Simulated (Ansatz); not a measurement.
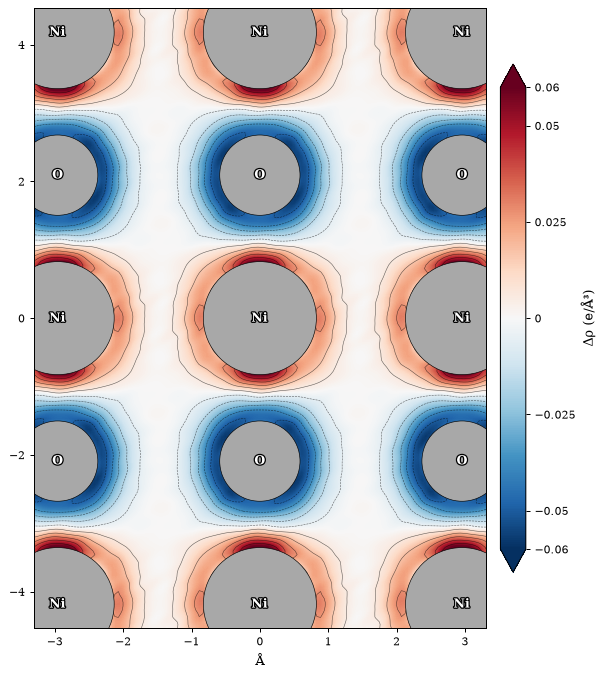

NiO. Difference of the valence pseudo-densities of two functionals at the same geometry, on the (101̄) plane of the calculation cell: one of BLYP and r2SCAN0 less the other.

Space group Fm-3m; spin-polarised.

Both computed with Ansatz (plane waves, PAW), on the same k-point mesh. Grey discs cover the atomic cores.

Which was subtracted from which, and what does the map show?

Answer. It is BLYP less r2SCAN0. Against r2SCAN0, BLYP gives more density around Ni (+0.025 e/Å³ on average at 1.0 Å from the nucleus), less density around O (−0.045 e/Å³ on average at 0.7 Å from the nucleus), less density in the space between the atoms (−0.003 e/Å³ on average) and a change of +0.015 e/Å³ at the midpoint of Ni–O.
